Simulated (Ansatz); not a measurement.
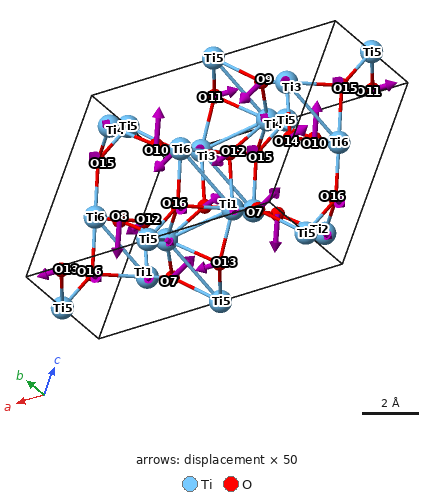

This is a relaxation of a crystal of Ti3O5 (set up in C2/c). The starting structure is drawn; purple arrows show the displacements (the part carried along by the change of the cell is left out), 50 times their true length.

The picture is a ball-and-stick view of the conventional cell (2 times the calculation's cell), seen from a free direction. Lengths and directions refer to the drawn axes.

Case: volume × 1.03, shape and atoms relaxed.

Computed with DFT PBEsol, scalar-relativistic, plane waves, PAW (Ansatz). Settings: plane-wave cutoff 420 eV; k-point mesh 8 × 8 × 6; occupations gaussian; smearing width 0.1 eV; no spin polarisation; cell relaxed at fixed volume; force threshold 0.01 eV/Å; at most 30 steps.

Question: Atoms of which element are displaced furthest, and by how much?

Answer: Oxygen: up to 0.028 Å, against 0.008 Å for titanium.

Question: Describe the change and its energy.

Answer: The largest moves relative to the cell, 0.028 Å, are those of O7, O8, O9 and O10. O7 goes roughly along [0 −1 1]. Largest moves by element: O 0.028 Å, Ti 0.008 Å. The drawn cell changes at constant volume: a 10.155 → 10.178 Å (+0.2 %), b 5.049 → 5.045 Å (−0.1 %), c 7.245 → 7.243 Å (0.0 %), β 112.2° → 112.3°. Among the contacts that change: Ti1–O14 2.171 → 2.152 Å, Ti1–Ti6 3.052 → 3.041 Å, Ti1–O13 2.035 → 2.042 Å, Ti1–O12 2.014 → 2.007 Å. The space group stays C2/c (No. 15). The energy falls by 0.8 meV per atom in 4 accepted moves (5 points after the start). Largest force component: 0.17 eV/Å at the start, 0.0047 eV/Å at the end. The pressure goes from −6.51 to −5.72 GPa. The SCF was repeated once at an unchanged geometry on a basis and grid sized afresh for the cell, which shifted the energy by less than 0.05 meV per atom at most. Cost: 2.2 min on 4 threads of Oxide Virtual Turin-like Processor (Zen 5), on a shared host, peak memory 1.5 GiB.
